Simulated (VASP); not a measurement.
```
Si
1.0
     2.54175    0.00000    0.00000
     0.00000    2.54175    0.00000
     0.00000    0.00000    2.54175
Si
1
Direct
  0.00000 0.00000 0.00000
```

Space group Pm-3m; a generated structure, not necessarily the stable one.

Level of theory: Kohn-Sham DFT of a periodic cell, RPBE, VASP PAW PBE potentials, recommended (VASP).

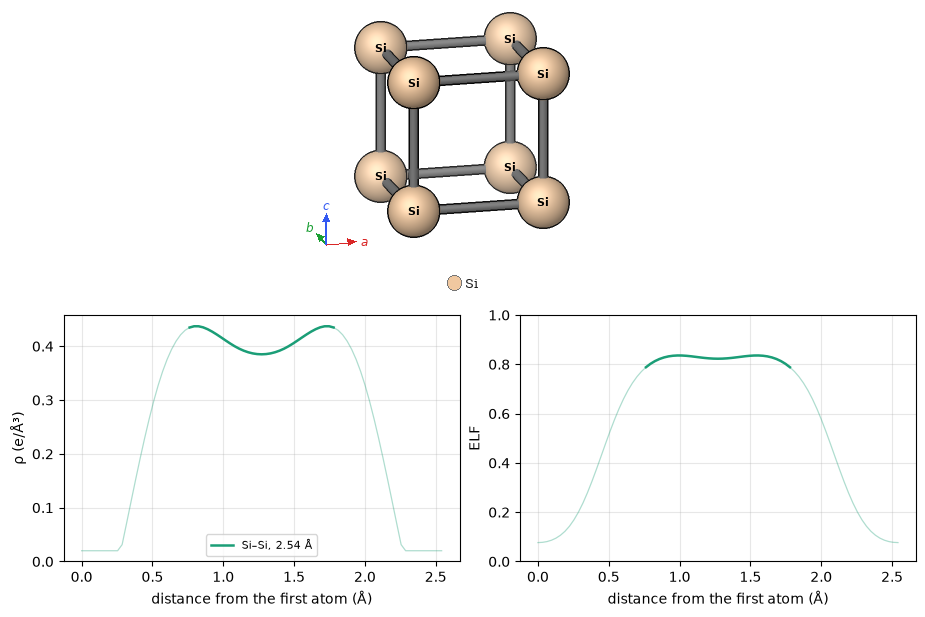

Si. Valence pseudo-density and ELF along straight lines between neighbouring atoms. Thin, pale parts lie inside the atomic spheres. The structure is drawn too.

In a PAW calculation such maps are meaningful between the atoms, not at the nuclei.

Question: What can be read from the curves?

Answer: Si–Si (2.54 Å): the density is about 0.39 e/Å³ at the midpoint; the ELF peaks at about 0.85 between the atoms.
